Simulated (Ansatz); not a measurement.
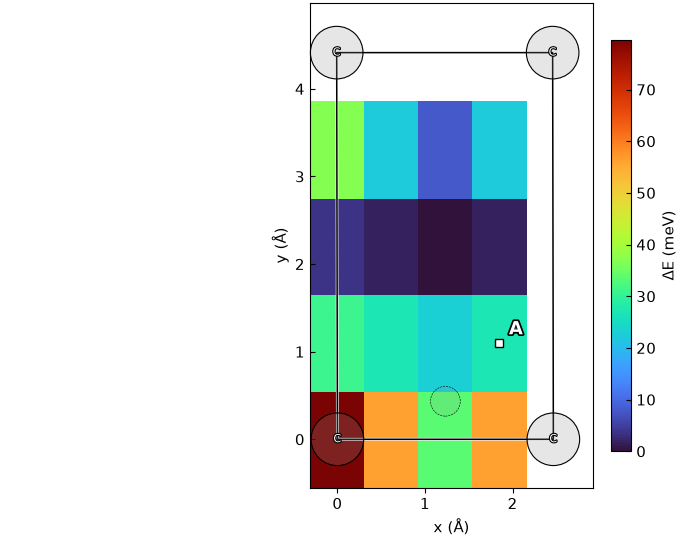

CO on a C(111) slab cut from the C2/m phase, its upper half relaxed before the scan (16 atoms of substrate and one adsorbate in a 2 × 1 cell). CO (O end down) is moved over the surface cell at a fixed height above a rigid substrate; the origin of the map has the adsorbate above C15; the height is held at 2.70 Å. Places are given modulo a cell vector. The map is drawn in real space over the plane of the surface. Grid: 4 × 4 points. Places are given in fractions of the 1 × 1 surface cell. Energies are in meV, from the lowest grid point. At a fixed height the lowest place need not be the adsorption site. Method: DFT PBE+D3(BJ), scalar-relativistic, plane waves, PAW in Ansatz. Settings: cutoff 420 eV, k-mesh 6×6×1, gaussian smearing 0.05 eV, no spin polarisation.

Drawn: one coloured cell a grid point, labelled circles for the atoms of the top layer and small ones for the second layer, the outline of one cell of the plane, the point A.

**Which way does the force act at A, and how strong is it?**

A, at (3/4, 1/4) of the cell vectors, is not a stationary point. The computed force is 0.042 eV/Å in the plane, pointing up in the picture (components −0.010 and 0.041 eV/Å).

PAW datasets: the set soft_1.
